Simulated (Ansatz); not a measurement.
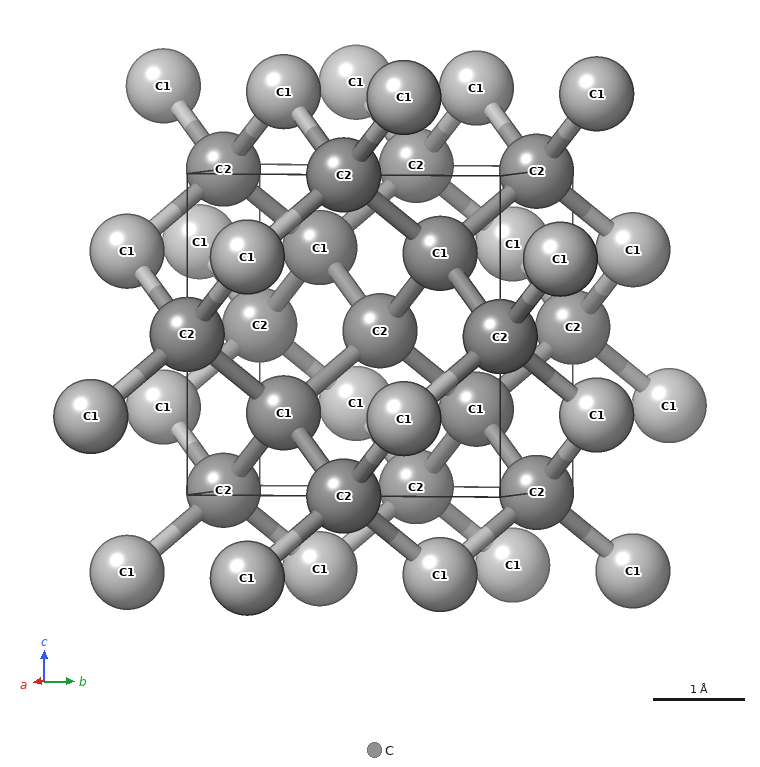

The structure as given in the input (ball-and-stick view of the cell 4 times as large as that of the calculation, set on its symmetry axes, seen at an oblique angle; neighbours outside the cell are drawn fainter; atoms are numbered from 1 in the order of the input).

# What a change does: geometry relaxation on C

System: C (Fd-3m, 2 atoms in the cell).
Method of the first run: Kohn-Sham DFT of a periodic cell, revPBE with D4, all-electron LAPW, scalar-relativistic, no spin polarisation (Ansatz 0.2.0).

The structure derives from an entry of the Crystallography Open Database. Text and figures count atoms from 1; the logs count them from 0 in places.

Input, the first run:
```yaml
crystal:
  lattice:
    - [0.0, 1.78337, 1.78337]
    - [1.78337, 0.0, 1.78337]
    - [1.78337, 1.78337, 0.0]
  atoms:
    - { symbol: C, position: [0.75, 0.75, 0.75] }
    - { symbol: C, position: [0.5, 0.5, 0.5] }
kpoints:
  mp_grid: { grid: [13, 13, 13] }
scf:
  occupations: { method: fermi_dirac, width: 0.05 }
hamiltonian:
  xc: revpbe
  dispersion: d4
  pseudopotentials: { kind: all_electron, lapw: { basis_error: 0.001 } }
output:
  forces: true
  stress: true
relax:
  f_tol: 0.005
  max_steps: 60
  cell: {}
```

Command:
```bash
ansatz run input.yaml --threads 1 --pin off --max-ram 3072MiB --backend cpu --events-out ev --progress --plain --runs-dir out
```

Hardware: 1 thread of Arm Neoverse V1, 24 GiB of memory available, shared host.

Output, shortened to warnings, some set-up lines, iterations and results (the first run):
```
Basis set: ecut = 474.11842736523664 eV, 283 PW (Γ), exchange–correlation at level 2
Symmetry: 48 space group operations
k-points: 84 of 2197
Initial density: superposition of atomic densities (chi_scale 0.1, normalization cell)
[...]
SCF iter   1: F=—  HF=-2076.840508 eV  |F-HF|=—  |Δ(HF+E_count)|=         —  Δρ=1.35e-1  dr2=1.47e0  ethr=1.22e-2  ⟨swp⟩=2.0  Hψ=6204  notcnv=0
SCF iter   2: F=—  HF=-2076.325682 eV  |F-HF|=—  |Δ(HF+E_count)|=   5.15e-1  Δρ=5.43e-2  dr2=2.20e-1  ethr=1.22e-2  ⟨swp⟩=2.7  Hψ=2276  notcnv=0
SCF iter   3: F=—  HF=-2076.267226 eV  |F-HF|=—  |Δ(HF+E_count)|=   5.85e-2  Δρ=4.63e-3  dr2=8.81e-4  ethr=7.40e-6  ⟨swp⟩=2.2  Hψ=4268  notcnv=0
SCF iter   4: F=—  HF=-2076.267928 eV  |F-HF|=—  |Δ(HF+E_count)|=         —  Δρ=3.44e-4  dr2=3.74e-6  ethr=7.34e-6  ⟨swp⟩=3.0  Hψ=2092  notcnv=0
SCF iter   5: F=-2076.267938 eV  HF=-2076.267938 eV  |F-HF|=1.35e-7  |Δ(HF+E_count)|=   1.06e-5  Δρ=3.65e-5  dr2=4.30e-8  ethr=3.11e-8  ⟨swp⟩=3.0  Hψ=2184  notcnv=0
[... 15 lines ...]
relax step   4: F+E_penalty+E_count = -2076.27138063 eV  Δ(F+E_penalty+E_count) = -2.078e-7 eV  max|allowed force component| = 1.156e-16 eV/Å  Δτ_max = 0.0000 Å  P = -0.000 …
SCF iter   1: F=—  HF=-2076.271380 eV  |F-HF|=—  |Δ(HF+E_count)|=         —  Δρ=1.56e-5  dr2=7.31e-9  ethr=6.09e-11  ⟨swp⟩=3.0  Hψ=4302  notcnv=0
SCF iter   2: F=-2076.271380 eV  HF=-2076.271380 eV  |F-HF|=5.69e-9  |Δ(HF+E_count)|=   1.26e-8  Δρ=8.14e-6  dr2=2.19e-9  ethr=6.09e-11  ⟨swp⟩=3.0  Hψ=1957  notcnv=0
SCF 5 converged in 2 iterations: F = -2076.271380 eV  dr2 = 2.19e-9
relax step   5: F+E_penalty+E_count = -2076.27138042 eV  Δ(F+E_penalty+E_count) = +2.157e-7 eV  max|allowed force component| = 9.194e-17 eV/Å  Δτ_max = 0.0000 Å  P = -0.002 …
basis re-selected at this cell: Δ(F+E_penalty+E_count) = +2.157e-7 eV, ΔP = -0.001 GPa vs the last step (what re-selecting the basis moved, after the strain that the cell walked since its last selection, with what the two solves' SCF thresholds leave and, on support functions, any second-order …
SCF converged after 2 iterations
Free energy (F): -2076.271380 eV
Harris-Foulkes:  -2076.271380 eV  (|F-HF|=5.69e-9)
Internal energy: -2076.271380 eV  (E = F + TS)
E sigma→0 (E₀):  -2076.271380 eV
Fermi energy:    16.063363 eV
--- Per-component energies (eV) ---
  E_band       = -969.121954
  E_kinetic    = 2070.365181
  E_xc         = -297.809996
  E_electrostatic = -3847.813617  (all electrons and nuclei)
  E_disp       = -1.012949  (pairwise vdW)
  E_smearing   = -0.000000  (= −TS)
  E_closure    = 0.000000  (closes the sum)
  E_atoms      = -2057.875362  (free atoms, spherical and without spin; not in F)
  Σ components = -2076.271380   (vs F -2076.271380, Δ=0.00e0)
  Basis errors (estimates in eV, not in F): energy 6.4e-4 per atom: plane waves 6.2e-4 (4.0e-4 summed), levels above the bands 2.6e-81, relativity 1.0e-8, radial functions 2.2e-5, core shells 0.0e0; eigenvalues (radial functions only) 1.0e-6; not estimated: angular momenta, meshes, grids; target …
--- Forces (eV/Å), atoms counted from 1 ---
  atom   1  C     -0.00000000     0.00000000     0.00000000
  atom   2  C      0.00000000    -0.00000000    -0.00000000
  max |Σ_I F_I| component: 2.89e-17 eV/Å
--- Stress (GPa, compression-positive) ---
       -0.001816       0.000000       0.000000
        0.000000      -0.001816      -0.000000
        0.000000      -0.000000      -0.001816
  P = ⅓ Tr σ = -0.0018 GPa (-0.018 kbar)
--- Relaxed structure (4 steps of the walk, 4 accepted, 1 SCFs on fresh bases) ---
  F+E_penalty+E_count = -2076.27138042 eV   max|allowed force component| = 9.194e-17 eV/Å   (the final SCF, on the basis selected at the relaxed cell)
  cell:  # Å, volume = 11.1761 Å³
    - [7.006136545231436e-35, 1.774541585286547, 1.774541585286547]
    - [1.774541585286547, -1.1146126321959098e-34, 1.774541585286547]
    - [1.774541585286547, 1.774541585286547, -1.1146126321959098e-34]
  atoms:
    - { symbol: C, position: [0.75, 0.75, 0.75] }
    - { symbol: C, position: [0.5, 0.5, 0.5] }
```

The input of the second run differs as follows (lines with − go, lines with + come):
```diff
-  xc: revpbe
-  dispersion: d4
+  xc: lda
```

How does the second run compare with the first run?

The total energies belong to different models, so their difference says nothing on which is more stable or more accurate. The volume per atom goes from 5.59 to 5.51 Å³. The functional changes from revPBE to LDA. The SCF takes 16 iterations over all geometry steps against 15.

Output, shortened to warnings, some set-up lines, iterations and results (the second run):
```
Basis set: ecut = 479.0661825780903 eV, 283 PW (Γ), exchange–correlation at level 2
Symmetry: 48 space group operations
k-points: 84 of 2197
Initial density: superposition of atomic densities (chi_scale 0.1, normalization cell)
[...]
SCF iter   1: F=—  HF=-2058.664308 eV  |F-HF|=—  |Δ(HF+E_count)|=         —  Δρ=1.39e-1  dr2=1.58e0  ethr=1.32e-2  ⟨swp⟩=2.0  Hψ=6200  notcnv=0
SCF iter   2: F=—  HF=-2057.985331 eV  |F-HF|=—  |Δ(HF+E_count)|=   6.79e-1  Δρ=5.30e-2  dr2=2.10e-1  ethr=1.32e-2  ⟨swp⟩=2.9  Hψ=2323  notcnv=0
SCF iter   3: F=—  HF=-2057.899187 eV  |F-HF|=—  |Δ(HF+E_count)|=   8.61e-2  Δρ=4.47e-3  dr2=6.13e-4  ethr=5.14e-6  ⟨swp⟩=2.6  Hψ=4378  notcnv=0
SCF iter   4: F=—  HF=-2057.898974 eV  |F-HF|=—  |Δ(HF+E_count)|=   2.14e-4  Δρ=2.92e-4  dr2=3.14e-6  ethr=5.10e-6  ⟨swp⟩=2.0  Hψ=1848  notcnv=0
SCF iter   5: F=-2057.898974 eV  HF=-2057.898974 eV  |F-HF|=6.50e-10  |Δ(HF+E_count)|=   2.96e-7  Δρ=1.80e-5  dr2=1.33e-8  ethr=2.62e-8  ⟨swp⟩=2.0  Hψ=1853  notcnv=0
[... 16 lines ...]
relax step   4: F+E_penalty+E_count = -2057.91255486 eV  Δ(F+E_penalty+E_count) = -3.432e-6 eV  max|allowed force component| = 1.018e-16 eV/Å  Δτ_max = 0.0000 Å  P = +0.003 …
SCF iter   1: F=—  HF=-2057.912555 eV  |F-HF|=—  |Δ(HF+E_count)|=         —  Δρ=2.84e-5  dr2=3.38e-8  ethr=2.82e-10  ⟨swp⟩=3.0  Hψ=4354  notcnv=0
SCF iter   2: F=-2057.912555 eV  HF=-2057.912555 eV  |F-HF|=2.27e-9  |Δ(HF+E_count)|=   1.81e-8  Δρ=1.19e-5  dr2=4.60e-9  ethr=2.81e-10  ⟨swp⟩=2.4  Hψ=1899  notcnv=0
SCF 5 converged in 2 iterations: F = -2057.912555 eV  dr2 = 4.60e-9
relax step   5: F+E_penalty+E_count = -2057.91255479 eV  Δ(F+E_penalty+E_count) = +7.480e-8 eV  max|allowed force component| = 1.434e-16 eV/Å  Δτ_max = 0.0000 Å  P = -0.002 …
basis re-selected at this cell: Δ(F+E_penalty+E_count) = +7.480e-8 eV, ΔP = -0.005 GPa vs the last step (what re-selecting the basis moved, after the strain that the cell walked since its last selection, with what the two solves' SCF thresholds leave and, on support functions, any second-order …
SCF converged after 2 iterations
Free energy (F): -2057.912555 eV
Harris-Foulkes:  -2057.912555 eV  (|F-HF|=2.27e-9)
Internal energy: -2057.912555 eV  (E = F + TS)
E sigma→0 (E₀):  -2057.912555 eV
Fermi energy:    15.987203 eV
--- Per-component energies (eV) ---
  E_band       = -956.936403
  E_kinetic    = 2045.571078
  E_xc         = -279.402392
  E_electrostatic = -3824.081241  (all electrons and nuclei)
  E_smearing   = -0.000000  (= −TS)
  E_closure    = 0.000000  (closes the sum)
  E_atoms      = -2037.620897  (free atoms, spherical and without spin; not in F)
  Σ components = -2057.912555   (vs F -2057.912555, Δ=0.00e0)
  Basis errors (estimates in eV, not in F): energy 5.9e-4 per atom: plane waves 5.8e-4 (3.7e-4 summed), levels above the bands 3.5e-81, relativity 6.7e-9, radial functions 6.6e-6, core shells 0.0e0; eigenvalues (radial functions only) 1.0e-6; not estimated: angular momenta, meshes, grids; target …
--- Forces (eV/Å), atoms counted from 1 ---
  atom   1  C     -0.00000000     0.00000000     0.00000000
  atom   2  C      0.00000000    -0.00000000    -0.00000000
  max |Σ_I F_I| component: 3.24e-17 eV/Å
--- Stress (GPa, compression-positive) ---
       -0.001729       0.000000       0.000000
        0.000000      -0.001729      -0.000000
        0.000000      -0.000000      -0.001729
  P = ⅓ Tr σ = -0.0017 GPa (-0.017 kbar)
--- Relaxed structure (4 steps of the walk, 4 accepted, 1 SCFs on fresh bases) ---
  F+E_penalty+E_count = -2057.91255479 eV   max|allowed force component| = 1.434e-16 eV/Å   (the final SCF, on the basis selected at the relaxed cell)
  cell:  # Å, volume = 11.0162 Å³
    - [8.080941583420348e-35, 1.7660397971537969, 1.7660397971537969]
    - [1.7660397971537969, -1.3076794631298447e-34, 1.7660397971537969]
    - [1.7660397971537969, 1.7660397971537969, -9.195554215616258e-35]
  atoms:
    - { symbol: C, position: [0.7500000000000001, 0.7500000000000001, 0.7500000000000001] }
    - { symbol: C, position: [0.5, 0.5, 0.5] }
```

The two runs side by side:

| quantity | the first run | the second run |
| --- | --- | --- |
| outcome | converged | converged |
| free energy per atom (eV) | −1038.1357 | −1028.9563 |
| pressure (GPa) | 0.00 | 0.00 |
| volume per atom (Å³) | 5.59 | 5.51 |
| largest force (eV/Å) | 0.000 | 0.000 |
| SCF iterations | 15 | 16 |
| irreducible k-points | 84 | 84 |
